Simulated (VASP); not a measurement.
Geometry relaxation of TiSi2 (part 2 of 4)

TiSi2 (Fddd, 6 atoms in the cell); Kohn-Sham DFT of a periodic cell, LDA, VASP PAW LDA potentials, recommended, no spin polarisation (VASP 6.6.1); cutoff 600 eV, 5×5×5 k-mesh, fermi-dirac of 0.05 eV. The structure derives from a Materials Project entry. It belongs to a series of runs on one base structure; here: pressure_gpa = 10.

Geometry of the input (Å; fractional positions):
```
0.0000  4.1175  4.2629
2.3895  0.0000  4.2629
2.3895  4.1175  0.0000
Ti 0.7500  0.7500  0.7500
Ti 0.5000  0.5000  0.5000
Si 0.4126  0.0874  0.4126
Si 0.0874  0.4126  0.0874
Si 0.1626  0.8374  0.1626
Si 0.8374  0.1626  0.8374
```

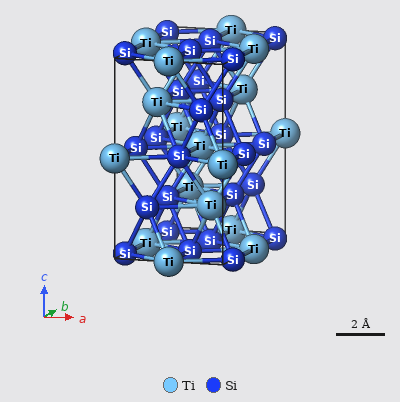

Figure 1. The input geometry (ball-and-stick view of the cell 4 times as large as that of the calculation, set on its symmetry axes, seen slightly off an axis).

Parts of OUTCAR, continued:
```
   k-points           NKPTS =     27   k-points in BZ     NKDIM =     27   number of bands    NBANDS=     24
   number of dos      NEDOS =    301   number of ions     NIONS =      6
   total plane-waves  NPLWV =  76800
   dimension x,y,z NGX =    48 NGY =   40 NGZ =   40
   dimension x,y,z NGXF=    96 NGYF=   80 NGZF=   80
   ions per type =               2   4
   NGX,Y,Z   is equivalent  to a cutoff of  13.46, 13.61, 13.97 a.u.
   NGXF,Y,Z  is equivalent  to a cutoff of  26.93, 27.21, 27.94 a.u.
 SYSTEM =  TiSi2
   PREC   = accura    normal or accurate (medium, high low for compatibility)
   ISTART =      0    job   : 0-new  1-cont  2-samecut
   ICHARG =      2    charge: 1-file 2-atom 10-const
   ISPIN  =      1    spin polarized calculation?
   LNONCOLLINEAR =      F non collinear calculations
   LSORBIT =      F    spin-orbit coupling
   LASPH  =      T    aspherical Exc in radial PAW
   ENCUT  =  600.0 eV  44.10 Ry    6.64 a.u.  11.84  9.76  9.51*2*pi/ulx,y,z
   NELM   =    100;   NELMIN=  2; NELMDL= -5     # of ELM steps
   EDIFF  = 0.1E-05   stopping-criterion for ELM
   LREAL  =      F    real-space projection
   EDIFFG = -.2E-01   stopping-criterion for IOM
   NSW    =     60    number of steps for IOM
   IBRION =      2    ionic relax: 0-MD 1-quasi-New 2-CG
   NFREE  =      1    steps in history (QN), initial steepest desc. (CG)
   ISIF   =      3    stress and relaxation
   ISYM   =      2    0-nonsym 1-usesym 2-fastsym
   POTIM  = 0.5000    time-step for ionic-motion
   TEBEG  =    0.0;   TEEND  =   0.0 temperature during run
   PSTRESS=  100.0 pullay stress
   NELECT =      40.0000    total number of electrons
   NUPDOWN=      -1.0000    fix difference up-down
   EMIN   =  10.00;   EMAX   =-10.00  energy-range for DOS
   EFERMI =   0.00;   METHOD = LEGACY
   ISMEAR =    -1;   SIGMA  =   0.05  broadening in eV -4-tet -1-fermi 0-gaus
   EFERMI_NEDOS =   21; number of points for ismear=-14 and -15
   IALGO  =     38    algorithm
   IMIX   =      4    mixing-type and parameters
     AMIX     =   0.40;   BMIX     =  1.00
     AMIX_MAG =   1.60;   BMIX_MAG =  1.00
  volume/ion in A,a.u.               =      13.98        94.35
  Fermi-wavevector in a.u.,A,eV,Ry     =   1.278994  2.416947 22.256742  1.635824
  Thomas-Fermi vector in A             =   2.411504
   LORBIT       =      0    0 simple, 1 ext, 2 COOP (PROOUT), +10 PAW based schemes
   GGA     = CA    functional components
   LHFCALC =     F    Hartree Fock is set to
   AEXX    =    0.0000 exact exchange contribution
   IVDW    =     0    specifies the selected vdW correction
   LEPSILON=     F    determine dielectric tensor
   LRPA    =     F    only Hartree local field effects (RPA)
 conjugate gradient relaxation of ions
 non-spin polarized calculation
  energy-cutoff  :      600.00
  volume of cell :       83.88
 maximum number of plane-waves:      2827
   NGX = 23   NGY = 19   NGZ = 19

--------------------------------------- Ionic step        1  -------------------------------------------

 number of electron      39.9999999 magnetization

 Free energy of the ion-electron system (eV)
  ---------------------------------------------------
  ext. energy  EPLUGINS =         0.00000000
  ---------------------------------------------------
  free energy    TOTEN  =       -44.88434992 eV

  energy without entropy =      -44.86347036  energy(sigma->0) =      -44.87391014

 E-fermi :   9.9809     XC(G=0): -11.8906     alpha+bet :-18.1197

 val. band max:        9.9802946138   @ k =   0.4000   0.0000   0.0000
 cond. band min:      10.0176409371   @ k =  -0.2000   0.2000   0.0000
 fundamental gap:      0.0373463233
 Fermi energy:         9.9809399088

 k-point     1 :       0.0000    0.0000    0.0000
  band No.  band energies     occupation
      1     -45.4963      2.00000
      2     -45.4658      2.00000
      3     -22.2666      2.00000
      4     -22.2645      2.00000
      5     -22.1736      2.00000
      6     -22.1582      2.00000
      7     -22.1474      2.00000
      8     -22.1358      2.00000
      9      -2.4445      2.00000
     10       3.3896      2.00000
     11       4.3437      2.00000
     12       4.7338      2.00000
     13       5.0790      2.00000
     14       6.3491      2.00000
     15       6.3550      2.00000
     16       7.6259      2.00000
     17       7.8197      2.00000
     18       8.0623      2.00000
     19       8.3472      2.00000
     20       8.7701      2.00000
     21       9.1302      2.00000
     22      12.0971      0.00000
     23      13.1734      0.00000
     24      13.3704      0.00000

 k-point     2 :       0.2000   -0.0000   -0.0000
  band No.  band energies     occupation
      1     -45.4941      2.00000
      2     -45.4679      2.00000
      3     -22.2697      2.00000
      4     -22.2581      2.00000
      5     -22.1855      2.00000
      6     -22.1582      2.00000
      7     -22.1450      2.00000
      8     -22.1353      2.00000
      9      -2.0301      2.00000
     10       2.9075      2.00000
     11       3.0695      2.00000
     12       4.5417      2.00000
     13       5.4113      2.00000
     14       6.2327      2.00000
     15       7.0929      2.00000
     16       7.1944      2.00000
     17       8.1845      2.00000
     18       8.2866      2.00000
     19       8.9298      2.00000
     20       8.9540      2.00000
     21       9.3625      1.99999
     22      11.7073      0.00000
     23      12.8252      0.00000
     24      12.9057      0.00000

 k-point     3 :       0.4000    0.0000    0.0000
  band No.  band energies     occupation
      1     -45.4895      2.00000
      2     -45.4724      2.00000
      3     -22.2758      2.00000
      4     -22.2423      2.00000
      5     -22.2109      2.00000
      6     -22.1531      2.00000
      7     -22.1453      2.00000
      8     -22.1335      2.00000
      9      -0.9227      2.00000
     10       1.2026      2.00000
     11       2.4516      2.00000
     12       4.3727      2.00000
     13       5.1404      2.00000
     14       5.6510      2.00000
     15       7.2364      2.00000
     16       7.9281      2.00000
     17       8.0504      2.00000
     18       8.9468      2.00000
     19       9.7813      1.96374
     20       9.9803      1.00645
     21      10.6952      0.00000
     22      11.2111      0.00000
     23      12.0252      0.00000
     24      12.4445      0.00000

 k-point     4 :       0.2000    0.2000    0.0000
  band No.  band energies     occupation
      1     -45.4934      2.00000
      2     -45.4687      2.00000
      3     -22.2599      2.00000
      4     -22.2557      2.00000
      5     -22.1928      2.00000
      6     -22.1533      2.00000
      7     -22.1500      2.00000
      8     -22.1382      2.00000
      9      -2.1189      2.00000
     10       1.9913      2.00000
     11       4.4787      2.00000
     12       4.8325      2.00000
     13       5.7739      2.00000
     14       6.0473      2.00000
     15       6.8898      2.00000
     16       7.1256      2.00000
     17       8.3211      2.00000
     18       8.3337      2.00000
     19       8.4405      2.00000
     20       8.8469      2.00000
     21       9.0204      2.00000
     22      11.6012      0.00000
     23      13.2535      0.00000
     24      13.2597      0.00000

 k-point     5 :       0.4000    0.2000   -0.0000
  band No.  band energies     occupation
      1     -45.4891      2.00000
      2     -45.4728      2.00000
      3     -22.2655      2.00000
      4     -22.2335      2.00000
      5     -22.2156      2.00000
      6     -22.1613      2.00000
      7     -22.1470      2.00000
      8     -22.1338      2.00000
      9      -1.4098      2.00000
     10       1.2345      2.00000
     11       3.0511      2.00000
     12       4.6319      2.00000
     13       5.2835      2.00000
     14       7.1396      2.00000
     15       7.2969      2.00000
     16       7.5109      2.00000
     17       8.0776      2.00000
     18       8.4985      2.00000
     19       8.9776      2.00000
     20       9.2157      2.00000
     21       9.6629      1.99655
     22      11.3674      0.00000
     23      12.3383      0.00000
     24      12.7408      0.00000

 [... the levels of 18 k-points are left out ...]

 k-point    24 :      -0.4000    0.2000    0.4000
  band No.  band energies     occupation
      1     -45.4848      2.00000
      2     -45.4771      2.00000
      3     -22.2730      2.00000
      4     -22.2506      2.00000
      5     -22.1997      2.00000
      6     -22.1713      2.00000
      7     -22.1361      2.00000
      8     -22.1287      2.00000
      9      -0.8255      2.00000
     10       0.6428      2.00000
     11       2.9156      2.00000
     12       3.7577      2.00000
     13       6.4054      2.00000
     14       6.7388      2.00000
     15       6.7774      2.00000
     16       6.8542      2.00000
     17       8.6100      2.00000
     18       8.8399      2.00000
     19       9.0642      2.00000
     20       9.4580      1.99994
     21      10.5415      0.00003
     22      11.2332      0.00000
     23      12.5423      0.00000
     24      12.7953      0.00000

 [... further k-points ...]

------------------------ aborting loop because EDIFF is reached ----------------------------------------

  FORCE on cell =-STRESS in cart. coord.  units (eV):
  Direction    XX          YY          ZZ          XY          YZ          ZX
  --------------------------------------------------------------------------------------
  -------------------------------------------------------------------------------------
  Total       -2.7718542     -2.8146412     -2.0992748      0.0000000      0.0000000      0.0000000
  in kB      -52.9421423    -53.7593700    -40.0959419      0.0000000      0.0000000      0.0000000
  external PRESSURE =    -148.9324847 kB  Pullay stress =     100.0000000 kB

 VOLUME and BASIS-vectors are now :
 -----------------------------------------------------------------------------
  energy-cutoff  :      600.00
  volume of cell :       83.88
      direct lattice vectors                 reciprocal lattice vectors
     0.000000000  4.117516306  4.262897835    -0.209247750  0.121432427  0.117291106
     2.389511954  0.000000000  4.262897835     0.209247750 -0.121432427  0.117291106
     2.389511954  4.117516306  0.000000000     0.209247750  0.121432427 -0.117291106

 POSITION                                       TOTAL-FORCE (eV/Angst)
 -----------------------------------------------------------------------------------
      3.58427      6.17627      6.39435        -0.000000     -0.000000     -0.000000
      2.38951      4.11752      4.26290         0.000000     -0.000000      0.000000
      1.19476      3.39749      2.13145         0.000000      0.010309     -0.000000
      1.19476      0.72003      2.13145         0.000000     -0.010309     -0.000000
      2.38951      1.33873      4.26290         0.000000      0.010309      0.000000
      2.38951      6.89630      4.26290         0.000000     -0.010309      0.000000
 -----------------------------------------------------------------------------------
    total drift:                               -0.000000     -0.000000     -0.000000

  FREE ENERGIE OF THE ION-ELECTRON SYSTEM (eV)
  ---------------------------------------------------
  free  energy   TOTEN  =       -44.8843499246 eV

  energy  without entropy=      -44.8634703623  energy(sigma->0) =      -44.87391014

  enthalpy is  TOTEN    =       -39.6487208237 eV   P V=        5.2356291009

--------------------------------------- Ionic step        2  -------------------------------------------

 number of electron      40.0000001 magnetization

------------------------ aborting loop because EDIFF is reached ----------------------------------------

  FORCE on cell =-STRESS in cart. coord.  units (eV):
  Direction    XX          YY          ZZ          XY          YZ          ZX
  --------------------------------------------------------------------------------------
  -------------------------------------------------------------------------------------
  Total       15.4892076     12.8043486     18.3173266      0.0000000      0.0000000      0.0000000
  in kB      359.2723016    296.9969749    424.8705471      0.0000000      0.0000000      0.0000000
  external PRESSURE =     260.3799412 kB  Pullay stress =     100.0000000 kB

 VOLUME and BASIS-vectors are now :
 -----------------------------------------------------------------------------
  energy-cutoff  :      600.00
  volume of cell :       69.07
      direct lattice vectors                 reciprocal lattice vectors
     0.000000000  3.850998804  4.011489718    -0.223646971  0.129836446  0.124641975
     2.235666314  0.000000000  4.011489718     0.223646971 -0.129836446  0.124641975
     2.235666314  3.850998804  0.000000000     0.223646971  0.129836446 -0.124641975

 POSITION                                       TOTAL-FORCE (eV/Angst)
 -----------------------------------------------------------------------------------
      3.35350      5.77650      6.01723        -0.000000      0.000000     -0.000000
      2.23567      3.85100      4.01149         0.000000      0.000000      0.000000
      1.11783      3.17804      2.00574         0.000000      0.170587     -0.000000
      1.11783      0.67295      2.00574         0.000000     -0.170587     -0.000000
      2.23567      1.25255      4.01149        -0.000000      0.170587      0.000000
      2.23567      6.44945      4.01149        -0.000000     -0.170587      0.000000
 -----------------------------------------------------------------------------------
    total drift:                               -0.000000     -0.000000      0.000000

  FREE ENERGIE OF THE ION-ELECTRON SYSTEM (eV)
  ---------------------------------------------------
  free  energy   TOTEN  =       -43.7539990400 eV

  energy  without entropy=      -43.7350268035  energy(sigma->0) =      -43.74451292

  enthalpy is  TOTEN    =       -39.4427266423 eV   P V=        4.3112723977

--------------------------------------- Ionic step        3  -------------------------------------------

 number of electron      40.0000002 magnetization

------------------------ aborting loop because EDIFF is reached ----------------------------------------

  FORCE on cell =-STRESS in cart. coord.  units (eV):
  Direction    XX          YY          ZZ          XY          YZ          ZX
  --------------------------------------------------------------------------------------
  -------------------------------------------------------------------------------------
  Total        4.4503266      3.3824413      6.1214674      0.0000000      0.0000000      0.0000000
  in kB       92.7446232     70.4899371    127.5711279      0.0000000      0.0000000      0.0000000
  external PRESSURE =      -3.0647706 kB  Pullay stress =     100.0000000 kB

 VOLUME and BASIS-vectors are now :
 -----------------------------------------------------------------------------
  energy-cutoff  :      600.00
  volume of cell :       76.88
      direct lattice vectors                 reciprocal lattice vectors
     0.000000000  3.995751653  4.148036252    -0.215589349  0.125132902  0.120538966
     2.319224033  0.000000000  4.148036252     0.215589349 -0.125132902  0.120538966
     2.319224033  3.995751653  0.000000000     0.215589349  0.125132902 -0.120538966

 POSITION                                       TOTAL-FORCE (eV/Angst)
 -----------------------------------------------------------------------------------
      3.47884      5.99363      6.22205        -0.000000     -0.000000      0.000000
      2.31922      3.99575      4.14804         0.000000     -0.000000      0.000000
      1.15961      3.29722      2.07402         0.000000      0.067343      0.000000
      1.15961      0.69853      2.07402         0.000000     -0.067343      0.000000
      2.31922      1.29935      4.14804         0.000000      0.067343      0.000000
      2.31922      6.69216      4.14804         0.000000     -0.067343      0.000000
 -----------------------------------------------------------------------------------
    total drift:                               -0.000000     -0.000000      0.000000

  FREE ENERGIE OF THE ION-ELECTRON SYSTEM (eV)
  ---------------------------------------------------
  free  energy   TOTEN  =       -44.8064615953 eV

  energy  without entropy=      -44.7865574316  energy(sigma->0) =      -44.79650951

  enthalpy is  TOTEN    =       -40.0079875831 eV   P V=        4.7984740122

--------------------------------------- Ionic step        4  -------------------------------------------

 number of electron      40.0000002 magnetization

------------------------ aborting loop because EDIFF is reached ----------------------------------------
```
